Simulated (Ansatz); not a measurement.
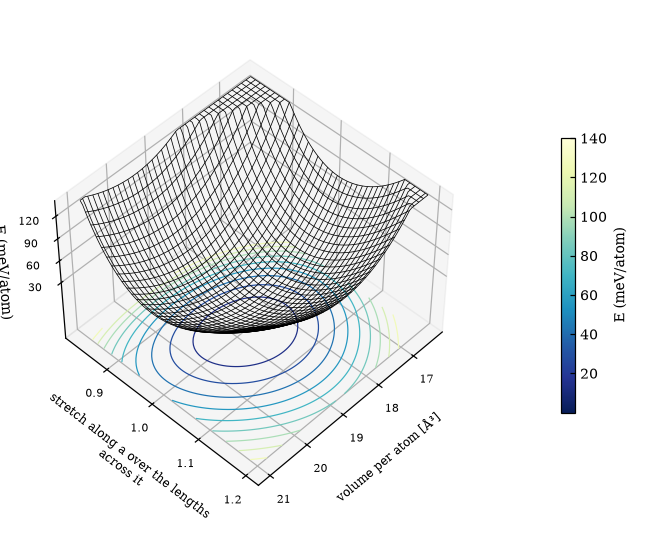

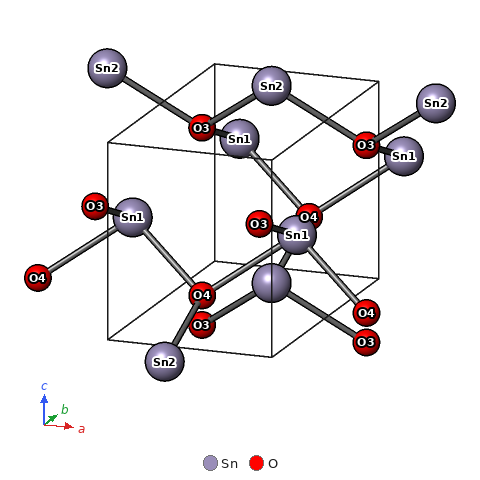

Energy landscape of SnO (Pmn2_1, No. 31; 4 atoms in the cell). The energy is mapped over volume and the cell's shape. The first coordinate is: volume per atom; the second: stretch along a over the lengths across it, relative to the relaxed cell. Nothing is relaxed (fractional coordinates fixed). Grid: 7 × 7 points. Points are written as (first, second). Energies: meV/atom, counted from the lowest grid point. Computed with DFT PBE+D3(BJ), scalar-relativistic, plane waves, PAW (Ansatz 0.2.0). Settings: cutoff 520 eV, k-mesh 10×6×8 in the order of the run's cell vectors, gaussian smearing 0.05 eV, no spin polarisation.

In the figure: a relief with its contours projected below, any walls above the top of the colour scale cut off. Between grid points the surface is interpolated. The second picture is the structure at the lowest point

> Describe this landscape.

The lowest grid point is at (18.74 Å³, 1.000). It is the only kind of minimum in the scanned range. The highest grid point, (16.49 Å³, 0.834), lies 293 meV/atom above the lowest. Round the minimum the two coordinates are weakly coupled (coupling 0.14 in units of the two stiffnesses). The gap on the k-mesh is 1.3 eV at the lowest point and runs from 0.9 to 1.6 eV over the map.

The input of one point:

```yaml
crystal:
  lattice:
    - [3.3475001592, 0.0, 0.0]
    - [0.0, 5.72205753, 0.0]
    - [0.0, 0.0, 3.9124910623]
  atoms:
    - { symbol: Sn, position: [0.0, 0.2345104856, 0.5269946555] }
    - { symbol: Sn, position: [0.5, 0.7654895144, 0.0269946555] }
    - { symbol: O, position: [0.0, 0.8836051479, 0.7230063445] }
    - { symbol: O, position: [0.5, 0.1163948521, 0.2230063445] }
basis:
  ecutwfc: 520.0
kpoints:
  mp_grid: { grid: [10, 6, 8] }
hamiltonian:
  xc: pbe
  dispersion: d3bj
scf:
  occupations: { method: gaussian, width: 0.05 }
output:
  forces: true
  stress: true
  eigenvalues: true
```

Time for the 49 points that were run: 9.1 min on 1 thread of Intel(R) Xeon(R) 6975P-C (Granite Rapids), on a shared host.
